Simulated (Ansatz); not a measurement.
HfO2: single-point calculation

- system: HfO2 (I4mm, 3 atoms in the cell)
- method: DFT PBE, scalar-relativistic, plane waves, PAW, no spin polarisation (Ansatz 0.2.0)

The structure derives from an entry of the Crystallography Open Database. It belongs to a series of runs on one base structure; here: all Hf atoms moved -0.100 Å, as atom 1 along Cartesian [1 0 0]. Figures and captions count atoms from 1; the log counts them from 0 in places.

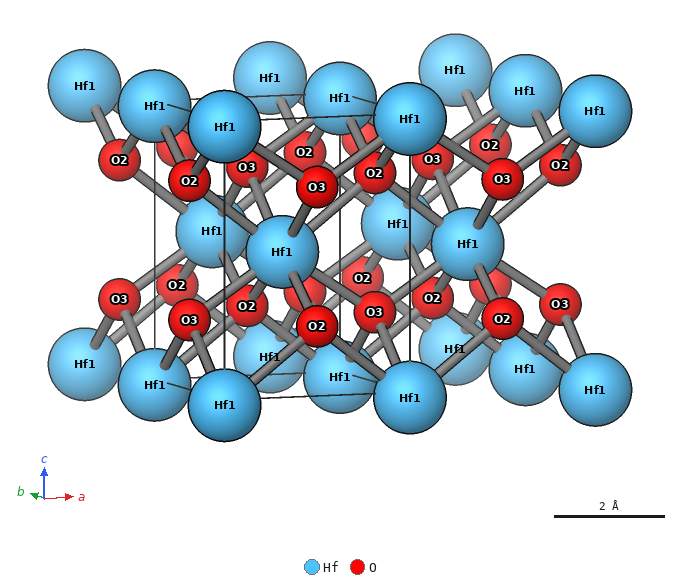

Figure 1. The structure (ball-and-stick view of the cell 2 times as large as that of the calculation, set on its symmetry axes, repeated 2 × 2 × 1, seen slightly off an axis; atoms are numbered from 1 in the order of the input). An atom can appear more than once, as a periodic image.

### Summary

| quantity | value |
| --- | --- |
| outcome | converged |
| space group (tolerance 0.01 Å) | I4mm (107) |
| electrons treated | 38 |
| free energy | −16861.3853 eV |
| Fermi energy | 17.409 eV |
| gap on the k-point mesh | 3.73 eV |
| pressure | −1.49 GPa |
| largest force (length of the vector) | 0.464 eV/Å |
| hardware | 1 thread of Intel Xeon @ 2.50GHz (Skylake/Cascade Lake), 189 GiB of memory available, shared host |
| wall time | 12 s |
| peak memory | 0.37 GiB |

Spin–orbit coupling is left out, which matters for Hf.

### Input file
```yaml
crystal:
  lattice:
    - [0.0, 2.5575, 2.5575]
    - [2.5575, 0.0, 2.5575]
    - [2.5575, 2.5575, 0.0]
  atoms:
    - { symbol: Hf, position: [0.0195503421, -0.0195503421, -0.0195503421] }
    - { symbol: O, position: [0.25, 0.25, 0.25] }
    - { symbol: O, position: [0.75, 0.75, 0.75] }
basis:
  ecutwfc: 420
kpoints:
  mp_grid: { grid: [8, 8, 8] }
hamiltonian:
  xc: pbe
scf:
  occupations: { method: gaussian, width: 0.05 }
output:
  forces: true
  stress: true
  eigenvalues: true
  write_density: true
  write_potential: true
  elf: true
  volumetric_format: npy
```

Run as:
```bash
ansatz run input.yaml --threads 1 --pin off --max-ram 2560MiB --backend cpu --events-out ev --progress --plain --runs-dir out
```

### Output
```
Engine: ansatz 0.2.0, x86_64-unknown-linux-gnu
Pseudopotentials: kind: paw
Pseudopotential: Hf, paw, valence charge 26, recommended cutoff 420 eV (normal), Hf.paw.azcp
Pseudopotential: O, paw, valence charge 6, recommended cutoff 420 eV (normal), O.paw.azcp
Functional definition: PBE
  parameter kappa = 0.804
  parameter beta = 0.06672455060314922
  exchange = pbe_x(kappa = kappa, mu = beta*pi^2/3)
  correlation = pbe_c(beta = beta)
Crystal: 3 atoms, lattice volume = 33.456 Å³
Basis set: ecut = 420 eV, 645 PW (Γ), exchange–correlation on 50×50×50 points (8 copies of the dense FFT grid, shifted against one another)
Bands: 23, of which v1, the nominal top of the filled ones, is band 19 counted from 1 (18 counted from 0)
Symmetry: 8 space group operations
Space group: I4mm (ITA 107), of the structure as read, at distance tolerance 3.2e-5 Å
k-points: 59 of 512 (time reversal used)
Non-local potential: Hf, projectors of the file, l = 0: 3, l = 1: 2, l = 2: 2, l = 3: 3
Non-local potential: O, projectors of the file, l = 0: 2, l = 1: 2, l = 2: 1
PAW form: soft (Blöchl's): semilocal exchange-correlation on the pseudo side does not see the compensation charge
PAW one-centre angular grid: Hf, 590 points (default); XC on 64 Gauss nodes
PAW one-centre angular grid: O, 110 points (default); XC on 64 Gauss nodes
Initial density: superposition of atomic densities (neutral atoms: chi_scale 0, normalization atom), corrected by the library's trained network
Initial wavefunctions: pseudopotential atomic-orbital guess
Functional: x = pbe(κ = 0.804, μ = 0.2195149727645171), c = pbe(β = 0.06672455060314922)
SCF iter   1: F=—  HF=-16861.384229 eV  |F-HF|=—  |Δ(HF+E_count)|=         —  Δρ=2.43e-3  dr2=1.31e-3  ethr=1.77e-3  ⟨swp⟩=4.5  Hψ=4977  notcnv=0
preconditioner: auto → none  [insulator: Δε(μ)=3.744 eV  Ē_g=18.152 eV  σ=0.050 eV  W_gap=1.00  n_scr=14 (ndim 8)  ℏωp=38.5 eV  f_vac=0.066  D(μ)=0.00/eV (n_scr^D=0)  ε∞_Penn≈5.5]
SCF iter   2: F=—  HF=-16861.385205 eV  |F-HF|=—  |Δ(HF+E_count)|=   9.76e-4  Δρ=1.77e-3  dr2=7.42e-4  ethr=3.45e-6  ⟨swp⟩=2.0  Hψ=2825  notcnv=0
SCF iter   3: F=—  HF=-16861.385139 eV  |F-HF|=—  |Δ(HF+E_count)|=   6.65e-5  Δρ=7.06e-4  dr2=6.59e-5  ethr=1.95e-6  ⟨swp⟩=2.0  Hψ=2025  notcnv=0
SCF iter   4: F=—  HF=-16861.385293 eV  |F-HF|=—  |Δ(HF+E_count)|=   1.54e-4  Δρ=1.19e-4  dr2=3.50e-6  ethr=1.73e-7  ⟨swp⟩=2.0  Hψ=2420  notcnv=0
SCF iter   5: F=—  HF=-16861.385293 eV  |F-HF|=—  |Δ(HF+E_count)|=   5.74e-7  Δρ=5.09e-5  dr2=5.54e-7  ethr=9.21e-9  ⟨swp⟩=2.9  Hψ=2601  notcnv=0
SCF iter   6: F=—  HF=-16861.385293 eV  |F-HF|=—  |Δ(HF+E_count)|=   4.73e-9  Δρ=1.47e-5  dr2=5.88e-8  ethr=2.63e-10  ⟨swp⟩=9.9  Hψ=11598  notcnv=0
SCF iter   7: F=-16861.385293 eV  HF=-16861.385293 eV  |F-HF|=9.12e-9  |Δ(HF+E_count)|=   4.16e-8  Δρ=6.43e-6  dr2=1.32e-8  ethr=1.55e-10  ⟨swp⟩=8.3  Hψ=8844  notcnv=0
SCF 1 converged in 7 iterations: F = -16861.385293 eV  dr2 = 1.32e-8
  greatest PAW one-centre occupation: 0.999 electrons in one spin orbital (limit 2), on the Hf atom at site 0 (counted from 0), in its partial waves of l = 3
```

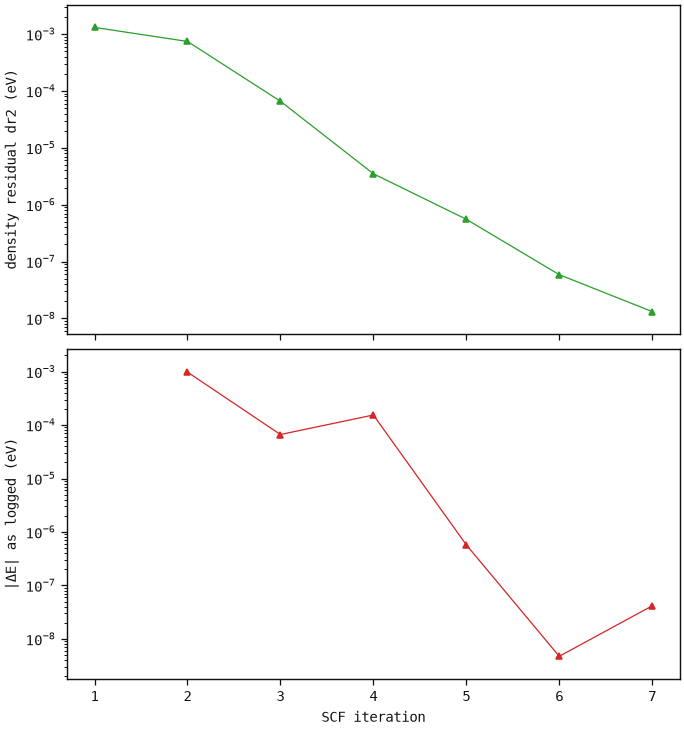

Figure 2. Convergence of the self-consistent field: density residual dr2 and size of the energy change against the SCF iteration. The residual falls at every step.

```
SCF converged after 7 iterations
Free energy (F): -16861.385293 eV
Harris-Foulkes:  -16861.385293 eV  (|F-HF|=9.12e-9)
Internal energy: -16861.385293 eV  (E = F + TS)
E sigma→0 (E₀):  -16861.385293 eV
Fermi energy:    17.409067 eV
--- Per-component energies (eV) ---
  E_band       = 32.063048
  E_kinetic    = 770.229750
  E_local      = -5817.946481  (includes V_loc(G=0)·N_el)
  E_nonlocal   = -1147.506959
  E_hartree    = 2662.874374
  E_xc         = -447.416052
  E_vxc        = -454.368714  (∫ρ·V_xc dr)
  E_paw        = -7242.317454  (= ΣΔE_a)
  E_vpaw       = 1355.908959  (= ΣTr[D̂ρ^β])
  E_aug_tail   = 0.004959  (compensation charges beyond the density's cutoff)
  E_ewald      = -5639.307431
  E_smearing   = -0.000000  (= −TS)
  E_closure    = -0.000000  (closes the sum)
  Σ components = -16861.385293   (vs F -16861.385293, Δ=0.00e0)
--- Forces (eV/Å), atoms counted from 1 ---
  atom   1  Hf     0.46371445     0.00000000    -0.00000000
  atom   2  O     -0.23188706     0.00000000    -0.00000000
  atom   3  O     -0.23188706     0.00000000     0.00000000
  max |Σ_I F_I| component: 5.97e-5 eV/Å
--- Stress (GPa, compression-positive) ---
       -1.418187       0.000000       0.000000
        0.000000      -1.519922       0.000000
        0.000000       0.000000      -1.519922
  P = ⅓ Tr σ = -1.4860 GPa (-14.860 kbar)
--- Band table (eV; the first three rows and the last of 59) ---
  k-point 0: bands = ["-45.6116", "-14.1502", "-14.1424", "-14.1424", "-3.0900", "-0.3888", "4.4893", "4.4898", "4.4898", "4.5500", "4.5506", "4.5506", "4.7425", "10.3005", "10.3005", "10.3188", "14.7807", "14.8984", "14.8984", "19.3499", "19.5586", "21.0818", "25.5267"]
  k-point 1: bands = ["-45.6098", "-14.2070", "-14.1539", "-14.1491", "-2.8968", "-0.5176", "4.4906", "4.4927", "4.4949", "4.5451", "4.5453", "4.5505", "4.7021", "10.3929", "10.4475", "10.7752", "14.3627", "14.6193", "14.6223", "19.6271", "19.7857", "21.6944", "24.8388"]
  k-point 2: bands = ["-45.6055", "-14.3494", "-14.1709", "-14.1650", "-2.4364", "-0.7868", "4.4967", "4.4983", "4.5057", "4.5347", "4.5355", "4.5509", "4.6284", "10.7576", "10.8087", "11.7033", "13.5150", "14.1043", "14.1107", "20.0525", "20.1251", "22.3460", "24.3621"]
  k-point 58: bands = ["-45.5953", "-14.4143", "-14.4143", "-14.2624", "-1.2449", "-1.2449", "4.5106", "4.5148", "4.5166", "4.5208", "4.5208", "4.5427", "4.5427", "10.2980", "10.5799", "12.9990", "12.9990", "13.9894", "15.3658", "19.9925", "20.8353", "22.3242", "22.3242"]
```

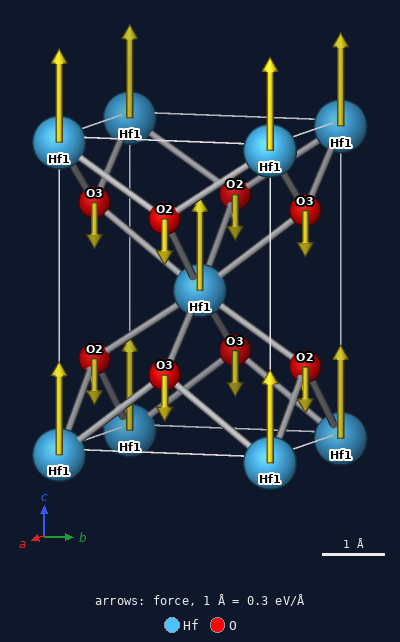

Figure 3. Forces on the atoms as yellow arrows (ball-and-stick view of the cell 2 times as large as that of the calculation, set on its symmetry axes, seen slightly off an axis; atoms are numbered from 1 in the order of the input). The largest act on Hf1 (0.46 eV/Å); O2, O3 (0.23 eV/Å). The geometry is not a stationary point of this energy.

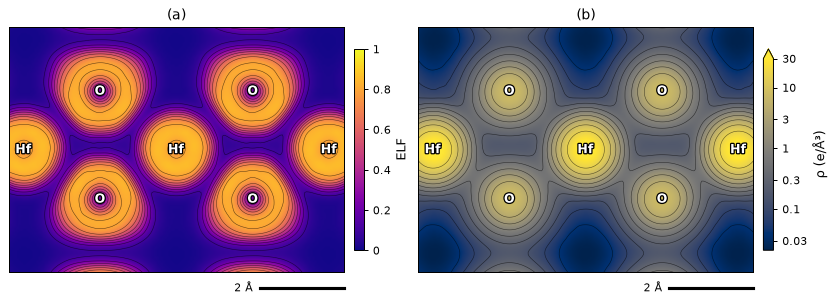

Figure 4. (a) electron localisation function; (b) valence charge density (pseudo) on the (010) plane of the conventional cell. Atoms in the plane: Hf and O. Hf–O (2.16 Å): ρ is about 0.64 e/Å³ halfway; the ELF peaks at about 0.85 in the valence shell of O, 0.6 Å from its nucleus, and drops to about 0.15 between the two atoms. Hf–O (2.27 Å): the density is about 0.47 e/Å³ at the midpoint; the ELF peaks at about 0.85 in the valence shell of O, 0.7 Å from its nucleus, and drops to about 0.15 between the two atoms. Away from the nuclei the density in this plane falls to 0.02 e/Å³ at its lowest. The strong features right at Hf lie inside the PAW spheres (semicore, d or f shells) and say nothing about bonding. In a PAW calculation such maps are meaningful between the atoms, not at the nuclei.
